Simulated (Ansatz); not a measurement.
W$_{3}$C (slab)

```xyz
4
Lattice="2.8093 0.0000 0.0000 0.0000 2.8093 0.0000 0.0000 0.0000 19.3573" Properties=species:S:1:pos:R:3 pbc="T T T"
W     1.4047    1.4047    4.0000
W     0.0000    0.0000    5.9285
W     1.4047    1.4047    7.8573
C     1.4047    0.0000    9.1630
```

A point of a scan over the structure, not its minimum; not relaxed (largest force 0.6 eV/Å); PAW files of the earlier set (soft_1).

All numbers below come from DFT LDA, scalar-relativistic, plane waves, PAW (Ansatz 0.2.0).

Question: What will maps of the valence pseudo-density and electron localisation function show?

Answer: W–W (2.81 Å): ρ is about 0.38 e/Å³ halfway; the ELF is about 0.35 at the midpoint.

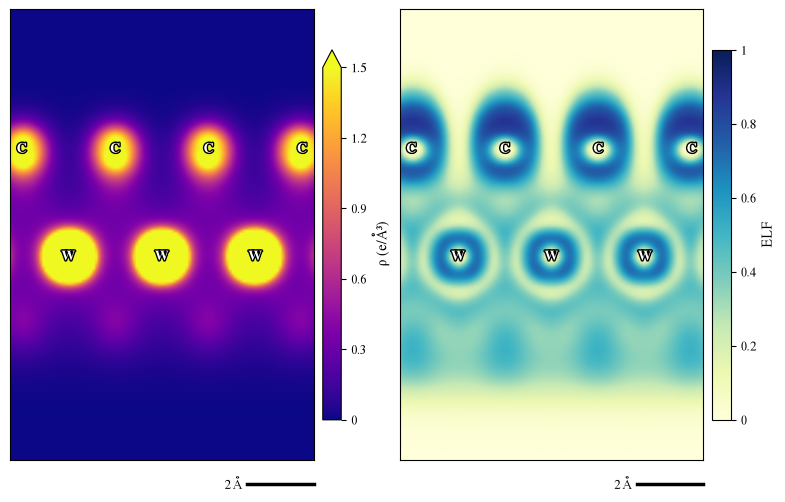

Computed valence pseudo-density and electron localisation function on the (010) plane of the calculation cell, a cut from vacuum to vacuum, in this order. 

Core electrons are frozen (PAW), and the valence fields are smoothed inside the atomic spheres.
